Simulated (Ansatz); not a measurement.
**Run report: PbF2, band-structure calculation (part 2 of 2)**

Continued. System: PbF2 (slab, 9 atoms in the cell). Method: DFT PBE, spin-orbit coupling, plane waves, PAW (Ansatz 0.2.0); cutoff 420 eV, 9×9×1 k-mesh, Gaussian smearing of 0.05 eV. It belongs to a series of runs on one base structure; here: bands of the relaxed slab with spin-orbit coupling.

Geometry of the input (Å; fractional positions):
```
4.2427  0.0000  0.0000
-2.1214  3.6743  0.0000
0.0000  0.0000  23.6605
F  0.0000  0.0000  0.3255
Pb 0.6667  0.3333  0.3553
F  0.3333  0.6667  0.3935
F  0.6667  0.3333  0.4612
Pb 0.3333  0.6667  0.5000
F  0.0000  0.0000  0.5388
F  0.3333  0.6667  0.6065
Pb 0.0000  0.0000  0.6447
F  0.6667  0.3333  0.6745
```

## Output, continued
```
  k-point 0: bands = ["-22.9955", "-22.9955", "-22.7760", "-22.7760", "-22.4777", "-22.4777", "-22.4279", "-22.4279", "-21.8577", "-21.8577", "-21.8545", "-21.8545", "-17.9579", "-17.9579", "-17.8876", "-17.8876", "-17.7678", "-17.7678", "-17.7595", "-17.7595", "-17.7480", "-17.7480", "-17.7479", "-17.7479", "-15.4159", "-15.4159", "-15.3481", "-15.3481", "-15.3243", "-15.3243", "-15.2000", "-15.2000", "-15.1970", "-15.1970", "-15.1953", "-15.1953", "-15.1833", "-15.1833", "-15.1801", "-15.1801", "-15.1719", "-15.1719", "-7.7303", "-7.7303", "-6.9833", "-6.9833", "-6.5666", "-6.5666", "-4.7717", "-4.7717", "-4.6051", "-4.6051", "-4.5394", "-4.5394", "-4.4969", "-4.4969", "-4.4620", "-4.4620", "-4.4374", "-4.4374", "-3.8763", "-3.8763", "-3.8561", "-3.8561", "-3.8330", "-3.8330", "-3.7922", "-3.7922", "-3.6397", "-3.6397", "-3.6309", "-3.6309", "-3.5425", "-3.5425", "-3.5360", "-3.5360", "-3.4179", "-3.4179", "-3.1265", "-3.1265", "-3.0899", "-3.0899", "-2.2984", "-2.2984", "2.3801", "2.3801", "2.4363", "2.4363", "2.9177", "2.9177", "4.4639", "4.4639", "4.4668", "4.4668", "4.8299", "4.8299", "5.0371", "5.0371", "5.4683", "5.4683", "5.4746", "5.4746", "5.9237", "5.9237", "6.0717", "6.0717", "6.2559", "6.2559", "7.1199", "7.1199", "8.0975", "8.0975", "9.8350", "9.8350", "9.8938", "9.8938", "11.2754", "11.2754", "11.3564", "11.3564", "11.6503", "11.6503", "11.7597", "11.7597", "11.8223", "11.8223", "12.3991", "12.3991", "12.4031", "12.4031", "12.7032", "12.7032"]
  k-point 1: bands = ["-22.9808", "-22.9808", "-22.7755", "-22.7755", "-22.4736", "-22.4736", "-22.4287", "-22.4287", "-21.8639", "-21.8639", "-21.8610", "-21.8610", "-17.9523", "-17.9523", "-17.8865", "-17.8865", "-17.7686", "-17.7685", "-17.7606", "-17.7606", "-17.7400", "-17.7399", "-17.7388", "-17.7388", "-15.4069", "-15.4069", "-15.3459", "-15.3459", "-15.3228", "-15.3228", "-15.2002", "-15.2002", "-15.1940", "-15.1940", "-15.1912", "-15.1912", "-15.1746", "-15.1746", "-15.1710", "-15.1710", "-15.1685", "-15.1685", "-7.7963", "-7.7963", "-7.1004", "-7.1004", "-6.7304", "-6.7304", "-4.8763", "-4.8763", "-4.7162", "-4.7162", "-4.6142", "-4.6142", "-4.5310", "-4.5310", "-4.4144", "-4.4144", "-4.3438", "-4.3438", "-3.9789", "-3.9789", "-3.9239", "-3.9239", "-3.8838", "-3.8838", "-3.7878", "-3.7878", "-3.6352", "-3.6352", "-3.5139", "-3.5139", "-3.4889", "-3.4889", "-3.4112", "-3.4112", "-3.2835", "-3.2835", "-3.0422", "-3.0422", "-2.9268", "-2.9268", "-2.2754", "-2.2754", "2.4155", "2.4155", "2.4903", "2.4903", "2.8904", "2.8904", "4.2209", "4.2210", "4.6727", "4.6727", "4.8093", "4.8093", "5.0551", "5.0551", "5.3207", "5.3207", "5.5706", "5.5706", "5.9975", "5.9975", "6.0967", "6.0967", "6.1855", "6.1855", "7.2540", "7.2540", "8.3888", "8.3888", "9.9309", "9.9309", "10.0696", "10.0696", "10.2792", "10.2792", "11.0472", "11.0473", "11.6214", "11.6214", "11.8023", "11.8023", "12.3632", "12.3632", "12.4560", "12.4560", "12.5684", "12.5684", "12.8237", "12.8237"]
  k-point 2: bands = ["-22.9415", "-22.9415", "-22.7767", "-22.7767", "-22.4653", "-22.4653", "-22.4306", "-22.4306", "-21.8779", "-21.8779", "-21.8756", "-21.8756", "-17.9398", "-17.9398", "-17.8822", "-17.8822", "-17.7707", "-17.7707", "-17.7649", "-17.7649", "-17.7192", "-17.7192", "-17.7158", "-17.7158", "-15.3874", "-15.3874", "-15.3402", "-15.3402", "-15.3149", "-15.3149", "-15.2022", "-15.2022", "-15.1941", "-15.1941", "-15.1843", "-15.1843", "-15.1777", "-15.1777", "-15.1356", "-15.1356", "-15.1348", "-15.1348", "-7.9451", "-7.9451", "-7.3675", "-7.3675", "-7.0902", "-7.0902", "-5.0910", "-5.0910", "-4.9354", "-4.9354", "-4.6696", "-4.6696", "-4.5457", "-4.5457", "-4.5113", "-4.5113", "-4.3246", "-4.3246", "-4.1504", "-4.1504", "-3.9682", "-3.9682", "-3.8965", "-3.8965", "-3.6736", "-3.6736", "-3.6285", "-3.6285", "-3.3800", "-3.3800", "-3.3614", "-3.3614", "-3.1934", "-3.1934", "-3.1474", "-3.1474", "-2.7975", "-2.7975", "-2.5228", "-2.5228", "-2.1780", "-2.1780", "2.4110", "2.4110", "2.6218", "2.6218", "2.8348", "2.8348", "3.9612", "3.9612", "4.5814", "4.5814", "4.8161", "4.8161", "5.1960", "5.1960", "5.5847", "5.5847", "5.7949", "5.7949", "5.9987", "5.9987", "6.0669", "6.0669", "6.5671", "6.5671", "7.6239", "7.6239", "8.8707", "8.8707", "8.9721", "8.9721", "9.5777", "9.5777", "10.4095", "10.4095", "10.8216", "10.8216", "11.3118", "11.3118", "11.6007", "11.6007", "11.8004", "11.8004", "11.8311", "11.8311", "12.2527", "12.2527", "12.2719", "12.2719"]
  k-point 11: bands = ["-22.8138", "-22.8138", "-22.8132", "-22.8132", "-22.4650", "-22.4650", "-22.4387", "-22.4387", "-21.8963", "-21.8962", "-21.8922", "-21.8922", "-17.9053", "-17.9053", "-17.8763", "-17.8763", "-17.7701", "-17.7701", "-17.7671", "-17.7671", "-17.6864", "-17.6864", "-17.6648", "-17.6648", "-15.3395", "-15.3395", "-15.3277", "-15.3277", "-15.2941", "-15.2941", "-15.2016", "-15.2016", "-15.1987", "-15.1987", "-15.1678", "-15.1678", "-15.1616", "-15.1616", "-15.0804", "-15.0804", "-15.0555", "-15.0555", "-8.1220", "-8.1220", "-7.9099", "-7.9099", "-7.9095", "-7.9095", "-5.3458", "-5.3458", "-5.2830", "-5.2830", "-5.0285", "-5.0285", "-4.5691", "-4.5691", "-4.5372", "-4.5372", "-4.4654", "-4.4654", "-4.2740", "-4.2740", "-4.0283", "-4.0282", "-4.0161", "-4.0161", "-3.5029", "-3.5029", "-3.4869", "-3.4869", "-3.3650", "-3.3650", "-3.3533", "-3.3533", "-2.9914", "-2.9914", "-2.9763", "-2.9763", "-2.1282", "-2.1282", "-1.7478", "-1.7478", "-1.7315", "-1.7315", "2.7132", "2.7132", "2.8897", "2.8897", "3.1505", "3.1506", "4.1747", "4.1747", "4.7337", "4.7337", "4.8737", "4.8737", "4.8828", "4.8828", "5.0000", "5.0000", "6.0678", "6.0678", "7.7294", "7.7294", "7.9502", "7.9503", "8.1739", "8.1739", "8.2015", "8.2016", "8.5149", "8.5149", "8.5770", "8.5770", "8.7158", "8.7158", "8.7284", "8.7284", "8.9528", "8.9528", "9.4315", "9.4315", "9.4531", "9.4531", "9.7075", "9.7075", "10.4276", "10.4276", "10.4468", "10.4468", "10.6286", "10.6286"]
--- Löwdin populations: 9 sites ---
  site symbol       q [e]
     0      F      7.5652
     1     Pb     12.8266
     2      F      7.5366
     3      F      7.5288
     4     Pb     12.8462
     5      F      7.5288
     6      F      7.5366
     7     Pb     12.8266
     8      F      7.5652
  spilling = 0.002849 (of n_electrons = 84.000000)
```

## File populations.tsv
```
# site	symbol	l	j	q
# orbitals = lowdin
# n_electrons = 84.000000
# spilling = 0.002849
0	F	0_2S	0.5	1.928502
0	F	1_2P	0.5	1.889846
0	F	1_2P	1.5	3.746871
1	Pb	0_6S	0.5	1.946016
1	Pb	1_6P	0.5	0.337776
1	Pb	1_6P	1.5	0.545051
1	Pb	2_5D	1.5	3.999241
1	Pb	2_5D	2.5	5.998507
2	F	0_2S	0.5	1.920578
2	F	1_2P	0.5	1.879979
2	F	1_2P	1.5	3.736020
3	F	0_2S	0.5	1.919893
3	F	1_2P	0.5	1.877486
3	F	1_2P	1.5	3.731443
4	Pb	0_6S	0.5	1.941338
4	Pb	1_6P	0.5	0.337032
4	Pb	1_6P	1.5	0.569960
4	Pb	2_5D	1.5	3.999256
4	Pb	2_5D	2.5	5.998661
5	F	0_2S	0.5	1.919893
5	F	1_2P	0.5	1.877485
5	F	1_2P	1.5	3.731442
6	F	0_2S	0.5	1.920577
6	F	1_2P	0.5	1.879978
6	F	1_2P	1.5	3.736017
7	Pb	0_6S	0.5	1.946016
7	Pb	1_6P	0.5	0.337776
7	Pb	1_6P	1.5	0.545050
7	Pb	2_5D	1.5	3.999241
7	Pb	2_5D	2.5	5.998507
8	F	0_2S	0.5	1.928502
8	F	1_2P	0.5	1.889847
8	F	1_2P	1.5	3.746874
```

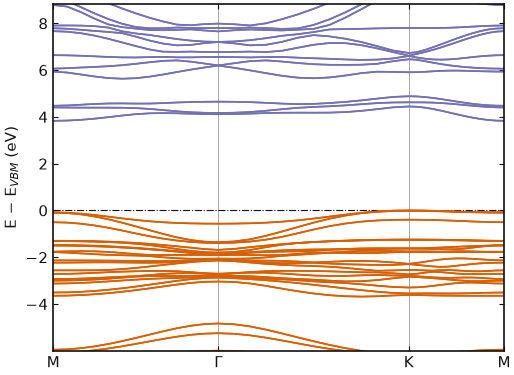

Figure 1. Band structure along M–Γ–K–M, with energies from the valence-band top. There is a gap of 3.83 eV on this path, indirect, from K to M.

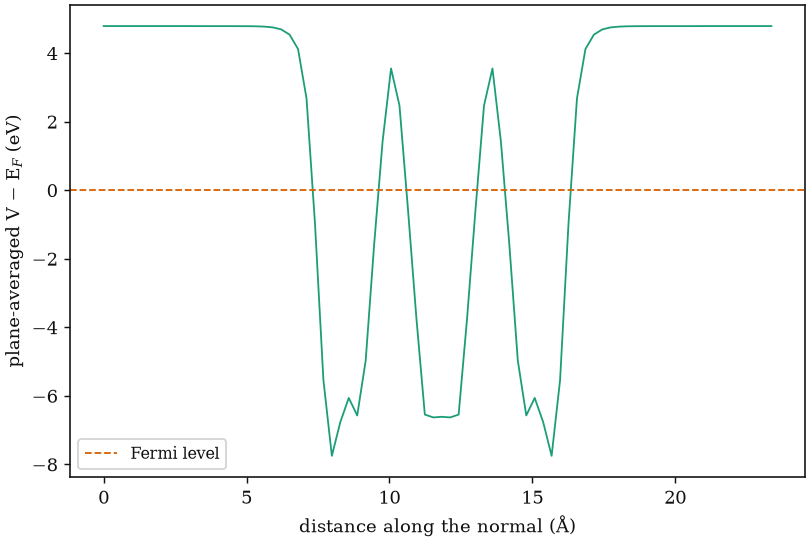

Figure 2. Plane average of the electrostatic potential energy of an electron across the cell, from the Fermi level. The vacuum level lies 4.79 eV above the Fermi level.

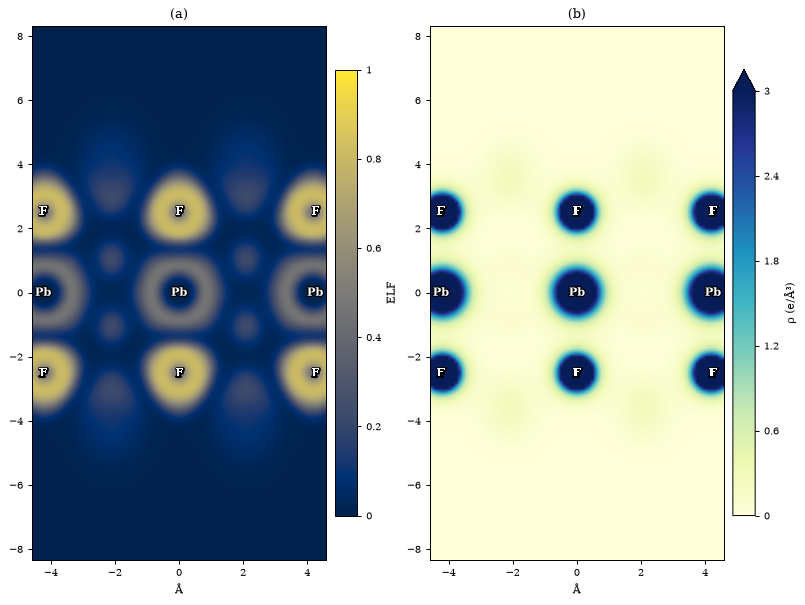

Figure 3. (a) electron localisation function; (b) valence electron density on the (100) plane of the calculation cell, a cut from vacuum to vacuum. Atoms in the plane: F and Pb. Pb–F (2.52 Å): the density is about 0.28 e/Å³ at the midpoint, with its minimum of 0.25 e/Å³ about 1.4 Å from Pb; the ELF is about 0.15 at the midpoint, as expected for ionic bonding with no shared pair. The density dies away to nearly zero in the vacuum. Core electrons are frozen (PAW), so the fields are smoothed inside the atomic spheres.

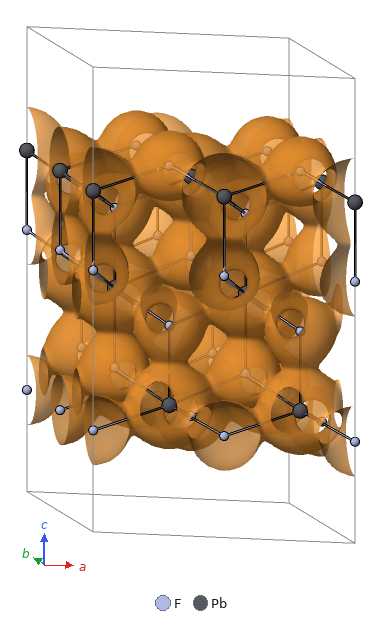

Figure 4. Isosurface of the valence pseudo-density at 0.15 e/Å³ (orange), seen slightly off an axis. Sticks mark near contacts. At this value the density is joined into sheets; it holds about 95 % of the electrons treated as valence (semicore included). On the grid the lowest density along these lines, outside the cores, is 0.26 e/Å³ (Pb–F, 2.50 Å), 0.24 e/Å³ (Pb–F, 2.55 Å) and 0.21 e/Å³ (Pb–F, 2.61 Å).

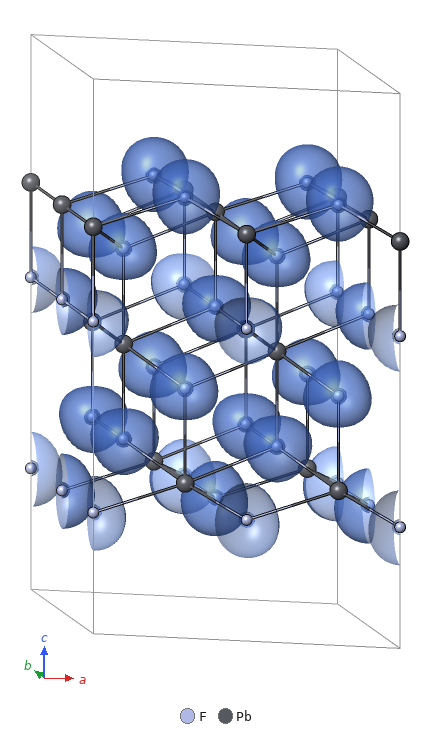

Figure 5. Isosurface of the electron localisation function at 0.6 (blue), seen slightly off an axis. Only the valence region is drawn (cores and ρ < 0.01 e/Å³ removed). Sticks mark near contacts. Counts are for one cell; the picture repeats the cell along the surface. Pb–F (2.55 Å): the ELF is about 0.15 at the midpoint, which marks ionic bonding with no shared pair.

## Summary

```csv
quantity,value
outcome,converged
electrons treated,84
free energy,−40688.7344 eV
"work function, top face",4.79 eV
"work function, bottom face",4.79 eV
Fermi energy,0.193 eV
gap on the k-point mesh,3.85 eV
gap on the band path,3.83 eV
net moment of the cell,0.00 μB
integrated absolute moment,0.00 μB
work function (upper face),4.79 eV
largest force (length of the vector),0.024 eV/Å
hardware,"2 threads of Arm Neoverse V2, 24 GiB of memory available, shared host"
wall time,8.3 min (CPU time 17 min)
peak memory,2.8 GiB
```

The program warns: the exchange-correlation potential is rough where the density is thin.
